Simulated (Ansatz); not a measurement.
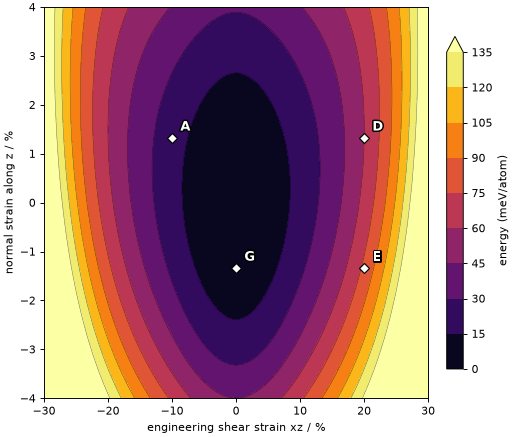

TaN (Fm-3m, No. 225; 2 atoms in the cell). The energy is mapped over two homogeneous strains (x, y and z along the cube axes). The first coordinate is: engineering shear strain xz; the second: normal strain along z. Nothing is relaxed (symmetry fixes all fractional coordinates). The grid has 7 × 7 points; 28 points were computed and 21 follow by symmetry. Points are written as (first, second). All energies are given in meV/atom relative to the lowest grid point. These are results of DFT PBE, scalar-relativistic, plane waves, PAW (Ansatz), not measurements. Settings: cutoff 520 eV, k-mesh 18×18×18, gaussian smearing 0.15 eV, no spin polarisation.

The picture shows filled contours, one colour for all values above the top of the scale, lettered points. Between grid points the surface is interpolated.

**Is E the lowest point of the computed grid?**

No. E lies 78 meV/atom above the lowest grid point, which is at (0 %, 0.00 %).

**What kind of point is each of A, E: minimum, saddle, maximum or slope?**

A: on a slope; E: on a slope. (In these two coordinates alone; a stationary point may lie a little off the grid point.)

PAW datasets: the set soft_1.
